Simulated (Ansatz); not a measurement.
**Moving the knobs of a GW run on MgO (Fm-3m)**

A base run on MgO (Fm-3m), then changed inputs.

Program: Ansatz 0.2.0. Level of theory: G0W0 on PBE, plane waves, PAW; PAW set soft_1. Results are calculated unless marked as measured.

## 1. Starting point

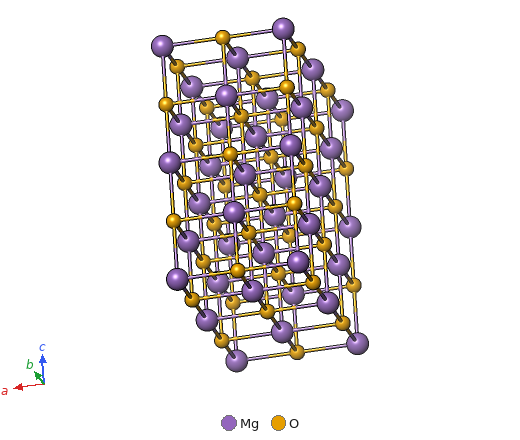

The cell as given, from a free direction (magnesium purple, oxygen orange). 1×2×2 cells are drawn. This picture shows the conventional cell, with its axes. Some periodic images of atoms are drawn too.

The cell and positions are those that the Materials Project relaxed with its own functionals (PBE, PBE+U or r2SCAN), kept fixed.

## 2. The base run: 6×6×6 mesh, 67 empty bands, screening to 138 eV, PAW set soft_1 files

Now the one-shot GW correction: screening in the RPA, then the self-energy of the levels asked for. This step takes PAW set soft_1 files.

Contents of input.yaml:

```yaml
crystal:
  lattice:
    - [0.0, 2.0970013927, 2.0970013927]
    - [2.0970013927, 0.0, 2.0970013927]
    - [2.0970013927, 2.0970013927, 0.0]
  atoms:
    - { symbol: Mg, position: [0.0, 0.0, 0.0] }
    - { symbol: O, position: [0.5, 0.5, 0.5] }
kpoints:
  mp_grid: { grid: [6, 6, 6] }
hamiltonian:
  xc: pbe
  pseudopotentials: { kind: paw, azcp: { folder: soft_1 } }
scf:
  occupations: { method: fixed }
gw:
  n_empty_bands: 67
  ecut_chi: 138
  qp_bands: [v2, c2]
  qp_kpoints: band_edges
  screening: { model: contour_deformation }
```

Started as:

```bash
$ ansatz run input.yaml --threads 4 --pin off --max-ram 138240MiB --backend cuda --events-out ev --progress --plain --runs-dir out --devices 1 --max-vram 26GiB
```

Numbers of over 12 decimals in the logs are rounded to 6 here.

The program printed:

```text
GPUs: using 1 of 1 available (devices: 1).
Engine: ansatz 0.2.0, x86_64-unknown-linux-gnu
Pseudopotentials: kind: paw
Pseudopotential: Mg, paw, valence charge 10, recommended cutoff 420 eV (normal), soft_1/Mg.paw.azcp
Pseudopotential: O, paw, valence charge 6, recommended cutoff 420 eV (normal), soft_1/O.paw.azcp
Functional definition: PBE
  parameter kappa = 0.804
  parameter beta = 0.066725
  exchange = pbe_x(kappa = kappa, mu = beta*pi^2/3)
  correlation = pbe_c(beta = beta)
device memory: the entry about to start is reckoned to put 0.4 GiB on a device that reports 61.7 GiB free (of which the cap on the GPU budget leaves the run 26.0 GiB)
GPU FFT provider: cuFFT
GPU libraries: cuBLAS 13.8.2, cuFFT 12.4.0, cuSOLVER 12.3.4
Crystal: 2 atoms, lattice volume = 18.443 Å³
Basis set: ecut = 420 eV, 339 PW (Γ)
Bands: 12, of which v1, the nominal top of the filled ones, is band 8 counted from 1 (7 counted from 0)
Symmetry: 48 space group operations
Space group: Fm-3m (ITA 225), of the structure as read, at distance tolerance 2.6e-5 Å
k-points: 16 of 216
Non-local potential: Mg, projectors of the file, l = 0: 3, l = 1: 2, l = 2: 1
Non-local potential: O, projectors of the file, l = 0: 2, l = 1: 2, l = 2: 1
PAW form: soft (Blöchl's): semilocal exchange-correlation on the pseudo side does not see the compensation charge
PAW one-centre angular grid: Mg, 110 points (default); XC on 64 Gauss nodes
PAW one-centre angular grid: O, 110 points (default); XC on 64 Gauss nodes
Initial density: superposition of atomic densities (chi_scale 0.1, normalization cell, long waves kept (reshape's long-wave potential 0.00 eV rms))
Initial wavefunctions: pseudopotential atomic-orbital guess
GPU buffer pool allocated for 8000 grid points (all kernels)
GPU transforms: local potential and band sums: pruned to the plane-wave sphere, on 20×20×20
Functional: x = pbe(κ = 0.804, μ = 0.219515), c = pbe(β = 0.066725)
SCF iter   1: F=—  HF=-2494.086149 eV  |F-HF|=—  |Δ(HF+E_count)|=         —  Δρ=7.13e-2  dr2=5.03e-1  ethr=3.10e-3  ⟨swp⟩=4.1  Hψ=1089  notcnv=0  defer=11
preconditioner: auto → none  [insulator: Δε(μ)=4.534 eV  Ē_g=18.511 eV  n_scr=8 (ndim 8)  ℏωp=24.5 eV  f_vac=0.000  ε∞_Penn≈2.7]
SCF iter   2: F=—  HF=-2494.070112 eV  |F-HF|=—  |Δ(HF+E_count)|=   1.60e-2  Δρ=2.86e-2  dr2=8.04e-2  ethr=3.10e-3  ⟨swp⟩=2.8  Hψ=418  notcnv=0  defer=26
SCF iter   3: F=—  HF=-2494.119430 eV  |F-HF|=—  |Δ(HF+E_count)|=   4.93e-2  Δρ=4.64e-3  dr2=2.51e-3  ethr=5.03e-4  ⟨swp⟩=2.4  Hψ=331  notcnv=0  defer=28
SCF iter   4: F=—  HF=-2494.122647 eV  |F-HF|=—  |Δ(HF+E_count)|=   3.22e-3  Δρ=2.78e-3  dr2=9.62e-4  ethr=1.57e-5  ⟨swp⟩=2.3  Hψ=336  notcnv=0  defer=30
[...]
E_nonlocal   = 246.938549
  E_hartree    = 558.948952
  E_xc         = -100.780749
  E_vxc        = -129.131321  (∫ρ·V_xc dr)
  E_paw        = -463.348354  (= ΣΔE_a)
  E_vpaw       = -85.745978  (= ΣTr[D̂ρ^β])
  E_aug_tail   = 0.000768  (compensation charges beyond the density's cutoff)
  E_ewald      = -1294.918655
  E_smearing   = -0.000000  (= −TS)
  E_closure    = -0.000000  (closes the sum)
  Σ components = -2494.122374   (vs F -2494.122374, Δ=0.00e0)
--- Band table (eV; the first three rows and the last of 16) ---
  k-point 0: bands = [... 4 lower, -9.0979, 8.2168, 8.2168, 8.2168, 13.0893, 24.1070, 24.1070, 24.1070]
  k-point 1: bands = [... 4 lower, -8.7986, 6.7034, 8.0404, 8.0404, 14.5075, 21.7676, 24.6906, 24.6906]
  k-point 2: bands = [... 4 lower, -8.1271, 4.5194, 7.7105, 7.7105, 16.0077, 20.6548, 24.9537, 24.9537]
  k-point 15: bands = [... 4 lower, -7.4723, 4.6430, 5.9642, 6.5349, 18.8406, 19.7990, 20.8196, 24.9274]
--- G₀W₀: contour deformation, 6 samples at zero and on the imaginary axis and 3 off it, 216 q-points, 67 empty bands' worth ---
  eigenvalues of the whole cell's RPA ε∞ on this k-mesh (on a slab, of 1 + 4πα/V) = 3.0476, 3.0476, 3.0476; static W/v taken at q = 0 is 0.328127
  bands read: the sum over 75 bands ends inside a degenerate multiplet in 2 slots, whose members it reads at an even weight; the widest, k=1: bands 75 to 76 (counted from 1) at 1/2 each
  gw.qp_kpoints: band_edges: 8 of 16 stored k-points solved, in 1 pass; an edge of the gap read off the rows below is read off those points alone
    valence top: of the k-points left out ik 7 came nearest to being solved in a further pass, in band 8 (counted from 1, as in the quasiparticle table): it holds the edge there only if its correction is more favourable than any solved in that band by at least 0.661 eV; those differ by 0.249 eV
    conduction bottom: of the k-points left out ik 5 came nearest to being solved in a further pass, in band 9 (counted from 1, as in the quasiparticle table): it holds the edge there only if its correction is more favourable than any solved in that band by at least 3.287 eV; those differ by 0.678 eV
    ik  band        ε_KS         Σx   Σc(E_QP)       V_xc       Z   E_QP_lin       E_QP  E_QP is
     0     7      8.2168   -26.4963     4.2427   -20.9598  0.7921     6.9081     6.9231  root
     0     8      8.2168   -26.4963     4.2427   -20.9598  0.7921     6.9081     6.9231  root
     0     9     13.0893   -10.1087    -3.6869   -14.9022  0.8474    14.2026    14.1959  root
     0    10     24.1070    -3.7241    -4.8554    -9.6550  0.8367    25.1935    25.1825  root
     1     7      8.0404   -26.3136     4.2759   -20.7084  0.7914     6.6949     6.7112  root
     1     8      8.0404   -26.3136     4.2759   -20.7084  0.7914     6.6949     6.7112  root
     1     9     14.5075   -10.9357    -3.7103   -15.8913  0.8385    15.7622    15.7528  root
     1    10     21.7676    -4.5727    -4.7920   -10.4363  0.8332    22.8511    22.8392  root
[...]
12     7      6.8616   -25.5506     4.4690   -19.5387  0.7876     5.2936     5.3187  root
    12     8      6.8616   -25.5506     4.4690   -19.5387  0.7876     5.2936     5.3187  root
    12     9     17.3852    -3.9266    -4.1976    -8.9522  0.8582    18.2178    18.2133  root
    12    10     18.3499    -7.3235    -4.4615   -13.0630  0.8541    19.6392    19.6278  root
[key lines of the parts left out:]
SCF converged after 6 iterations
Free energy (F): -2494.122374 eV
Fermi energy:    8.216850 eV
```

Run time: 6.2 s. Hardware: 1 × NVIDIA H100 80GB HBM3 (shared by 3 runs) with 4 threads of AMD EPYC 7R13 (Zen 3), shared host; peak memory 0.95 GiB; 6.5 s of CPU time.

In the SCF lines HF is the Harris–Foulkes energy and dr2 the Hartree energy of the density residual, in eV; the loop may stop once dr2 is under the threshold and the program's other checks hold. Hψ counts applications of the Hamiltonian.

Numbers from this step:

| Property | Result |
| --- | --- |
| bands summed | 75 |
| RPA ε∞ on this mesh (eigenvalues) | 3.048, 3.048, 3.048 |
| plane waves in the screening matrix | 65 |
| q-points in the mesh | 216 |
| G0W0 gap on the mesh | 7.273 eV |
| k of the valence top | 0, 0, 0 |
| k of the conduction bottom | 0, 0, 0 |
| starting gap on the mesh | 4.872 eV |
| Z at the valence top | 0.7921 |
| Z at the conduction bottom | 0.8474 |
| least direct G0W0 gap on the computed points | 7.273 eV |

The gap on the mesh goes from 4.87 eV to 7.27 eV, a correction of +2.40 eV. Between the two edge states, bare exchange in place of the xc potential would open the gap by 10.33 eV, and correlation takes back 7.93 eV.

## 3. Variant: other PAW set

This step: G0W0 on PBE, plane waves, PAW.

input.yaml, the sections that differ from step 2:

```yaml
hamiltonian:
  xc: pbe
  pseudopotentials: { kind: paw, source: jth }
gw:
  n_empty_bands: 41
  ecut_chi: 100
  qp_bands: [v2, c2]
  qp_kpoints: band_edges
  screening: { model: contour_deformation }
# crystal, kpoints, scf: as in step 2
```

The program printed:

```text
Warning: <dir> the checks of this Mg dataset prove no rule for summing its radial tables, as where they were carried onto another mesh than they were made on, and Gregory's rule is taken, under which a leading mesh point left out moves its sums only by what lay on the interval it spanned. That does not make them correct, and they differ from Quantum ESPRESSO's on this file; a re-export a fraction of a mesh step off can move them. hamiltonian.pseudopotentials.radial_quadrature: simpson_from_first_knot sums it by `pw.x`'s rule; on a PAW file no value gives `pw.x`'s numbers. What more to know: hamiltonian.pseudopotentials.radial_quadrature, in the input reference
Warning: <dir> the checks of this O dataset prove no rule for summing its radial tables, as where they were carried onto another mesh than they were made on, and Gregory's rule is taken, under which a leading mesh point left out moves its sums only by what lay on the interval it spanned. That does not make them correct, and they differ from Quantum ESPRESSO's on this file; a re-export a fraction of a mesh step off can move them. hamiltonian.pseudopotentials.radial_quadrature: simpson_from_first_knot sums it by `pw.x`'s rule; on a PAW file no value gives `pw.x`'s numbers. What more to know: hamiltonian.pseudopotentials.radial_quadrature, in the input reference
GPUs: using 1 of 1 available (devices: 1).
[...]
GPU FFT provider: cuFFT
GPU libraries: cuBLAS 13.8.2, cuFFT 12.4.0, cuSOLVER 12.3.4
Crystal: 2 atoms, lattice volume = 18.443 Å³
Basis set: ecut = 1380 eV, 2109 PW (Γ)
[...]
NSCF: frozen V_eff on 16 k-points
G₀W₀ screening: q 1/16
[... further progress lines ...]
[...]
SCF converged after 7 iterations
Free energy (F): -2494.134605 eV
[...]
Internal energy: -2494.134605 eV  (E = F + TS)
E sigma→0 (E₀):  -2494.134605 eV
Fermi energy:    9.154613 eV
[...]
--- Band table (eV; the first three rows and the last of 16) ---
  k-point 0: bands = [... 4 lower, -8.1529, 9.1546, 9.1546, 9.1546, 14.0144, 25.0343, 25.0343, 25.0343]
  k-point 1: bands = [... 4 lower, -7.8556, 7.6388, 8.9770, 8.9770, 15.4356, 22.7008, 25.6222, 25.6222]
  k-point 2: bands = [... 4 lower, -7.1884, 5.4537, 8.6448, 8.6448, 16.9321, 21.5968, 25.8761, 25.8761]
  k-point 15: bands = [... 4 lower, -6.5383, 5.5813, 6.9006, 7.4686, 19.7658, 20.7355, 21.7571, 25.8698]
[...]
0     7      9.1546   -26.5016     4.4159   -20.9712  0.7941     8.0290     8.0401  root
     0     8      9.1546   -26.5016     4.4159   -20.9712  0.7941     8.0290     8.0401  root
     0     9     14.0144   -10.1017    -3.5964   -14.8971  0.8481    15.2215    15.2133  root
     0    10     25.0343    -3.4699    -4.7847    -9.5298  0.8349    26.3261    26.3095  root
     1     7      8.9770   -26.3119     4.4475   -20.7128  0.7934     7.8132     7.8253  root
     1     8      8.9770   -26.3119     4.4475   -20.7128  0.7934     7.8132     7.8253  root
     1     9     15.4356   -10.9246    -3.5958   -15.8850  0.8392    16.8119    16.8002  root
     1    10     22.7008    -4.4430    -4.7099   -10.3821  0.8315    23.9462    23.9301  root
[...]
12     7      7.7989   -25.5656     4.6195   -19.5592  0.7892     6.3919     6.4121  root
    12     8      7.7989   -25.5656     4.6195   -19.5592  0.7892     6.3919     6.4121  root
    12     9     18.3004    -3.7714    -4.1325    -8.8737  0.8568    19.2767    19.2703  root
    12    10     19.2742    -7.1470    -4.3222   -12.8689  0.8537    20.6881    20.6740  root
```

Run time: 7.6 s. Hardware: 1 × NVIDIA H100 80GB HBM3 (shared by 3 runs) with 4 threads; peak memory 0.97 GiB.

The G0W0 gap on the mesh is 7.173 eV.

Against the base:

| setting | base | variant |
| --- | --- | --- |
| files | PAW set soft_1 | JTH PAW |
| empty bands | 67 | 41 |
| screening cutoff (eV) | 138 | 100 |

| quantity | variant | base |
| --- | --- | --- |
| starting gap on the mesh | 4.860 | 4.872 |
| G0W0 gap on the mesh | 7.173 | 7.273 |
| least direct G0W0 gap on the computed points | 7.173 | 7.273 |
| Z at the valence top | 0.794 | 0.792 |
| Z at the conduction bottom | 0.848 | 0.847 |

## 4. Variant: larger pair-density box

This step: G0W0 on PBE, plane waves, PAW; PAW set soft_1.

input.yaml, as its differences from that of step 3:

```diff
@@ -12,3 +12,3 @@
   xc: pbe
-  pseudopotentials: { kind: paw, source: jth }
+  pseudopotentials: { kind: paw, azcp: { folder: soft_1 } }
 scf:
@@ -21 +21,2 @@
   screening: { model: contour_deformation }
+  ecutfock_ratio: 2
```

The program printed:

```text
GPUs: using 1 of 1 available (devices: 1).
[...]
GPU FFT provider: cuFFT
GPU libraries: cuBLAS 13.8.2, cuFFT 12.4.0, cuSOLVER 12.3.4
Crystal: 2 atoms, lattice volume = 18.443 Å³
Basis set: ecut = 420 eV, 339 PW (Γ)
Bands: 12, of which v1, the nominal top of the filled ones, is band 8 counted from 1 (7 counted from 0)
[... 1 set-up line as in the run before ...]
[...]
k-points: 16 of 216
[...]
GPU buffer pool allocated for 8000 grid points (all kernels)
[...]
SCF iter   1: F=—  HF=-2494.086149 eV  |F-HF|=—  |Δ(HF+E_count)|=         —  Δρ=7.13e-2  dr2=5.03e-1  ethr=3.10e-3  ⟨swp⟩=4.1  Hψ=1089  notcnv=0  defer=11
[...]
SCF iter   6: F=-2494.122374 eV  HF=-2494.122374 eV  |F-HF|=1.47e-8  |Δ(HF+E_count)|=   7.95e-6  Δρ=2.38e-5  dr2=3.19e-8  ethr=6.25e-10  ⟨swp⟩=3.9  Hψ=882  notcnv=0
SCF 1 converged in 6 iterations: F = -2494.122374 eV  dr2 = 3.19e-8
[...]
G₀W₀ screening: q 1/16
[... further progress lines ...]
[...]
SCF converged after 6 iterations
Free energy (F): -2494.122374 eV
[...]
Internal energy: -2494.122374 eV  (E = F + TS)
E sigma→0 (E₀):  -2494.122374 eV
Fermi energy:    8.216850 eV
[...]
--- Band table (eV; the first three rows and the last of 16) ---
  k-point 0: bands = [... 4 lower, -9.0979, 8.2168, 8.2168, 8.2168, 13.0893, 24.1070, 24.1070, 24.1070]
  k-point 1: bands = [... 4 lower, -8.7986, 6.7034, 8.0404, 8.0404, 14.5075, 21.7676, 24.6906, 24.6906]
  k-point 2: bands = [... 4 lower, -8.1271, 4.5194, 7.7105, 7.7105, 16.0077, 20.6548, 24.9537, 24.9537]
  k-point 15: bands = [... 4 lower, -7.4723, 4.6430, 5.9642, 6.5349, 18.8406, 19.7990, 20.8196, 24.9274]
[...]
0     7      8.2168   -26.4963     4.4074   -20.9598  0.7947     7.0765     7.0878  root
     0     8      8.2168   -26.4963     4.4074   -20.9598  0.7947     7.0765     7.0878  root
     0     9     13.0893   -10.1087    -3.6488   -14.9022  0.8490    14.2414    14.2340  root
     0    10     24.1070    -3.7241    -4.7656    -9.6550  0.8365    25.2856    25.2723  root
     1     7      8.0404   -26.3136     4.4387   -20.7084  0.7941     6.8616     6.8740  root
     1     8      8.0404   -26.3136     4.4387   -20.7084  0.7941     6.8616     6.8740  root
     1     9     14.5075   -10.9357    -3.6415   -15.8913  0.8401    15.8323    15.8216  root
     1    10     21.7676    -4.5727    -4.7074   -10.4363  0.8330    22.9378    22.9238  root
[...]
12     7      6.8616   -25.5506     4.6118   -19.5387  0.7899     5.4411     5.4615  root
    12     8      6.8616   -25.5506     4.6118   -19.5387  0.7899     5.4411     5.4615  root
    12     9     17.3852    -3.9266    -4.1317    -8.9522  0.8580    18.2844    18.2791  root
    12    10     18.3499    -7.3235    -4.3954   -13.0630  0.8544    19.7067    19.6939  root
```

The job ended after 5.6 s (1 × NVIDIA H100 80GB HBM3 (shared by 3 runs) with 4 threads; peak memory 0.95 GiB; 6.1 s of CPU time).

The G0W0 gap on the mesh is 7.146 eV.

Against the base:

| setting | base | variant |
| --- | --- | --- |
| empty bands | 67 | 41 |
| screening cutoff (eV) | 138 | 100 |
| ecutfock ratio | - | 2 |

| quantity | variant | base |
| --- | --- | --- |
| starting gap on the mesh | 4.872 | 4.872 |
| G0W0 gap on the mesh | 7.146 | 7.273 |
| least direct G0W0 gap on the computed points | 7.146 | 7.273 |
| Z at the valence top | 0.795 | 0.792 |
| Z at the conduction bottom | 0.849 | 0.847 |

## 5. Summary of results

| Property | Result |
| --- | --- |
| base | 7.27 eV, 6.2 s |
| other PAW set | 7.17 eV, 7.6 s |
| larger pair-density box | 7.15 eV, 5.6 s |

**Reading.** Other PAW set: the gap moves by −0.10 eV (the plane-wave cutoff goes from 420 to 1380 eV). The variant differs from the base in files, empty bands and screening cutoff together, so the change can't be laid to one of them. Larger pair-density box: the gap moves by −0.13 eV. The variant differs from the base in empty bands, screening cutoff and ecutfock ratio together, so the change can't be laid to one of them. All runs here use a coarse mesh and modest cutoffs; they test settings and are not final values.

[Paths, hosts, dates, memory and timing lines, banners, echoed tables and standing remarks are left out of the program output.]

[Logs are printed without paths, hosts, clocks, repeated set-up lines and the standing remarks that a program may print on its own settings, such as how far it seeks lower states.]

[Runs of the session that timed out or met a known fault of the program may be left out.]

[Cells called generated may have been cut or substituted from an entry of the Crystallography Open Database or the Materials Project.]

[Hosts, paths, dates, database ids (printed as entryN), source tags and the programs' standing remarks are cut or masked in the printed files.]
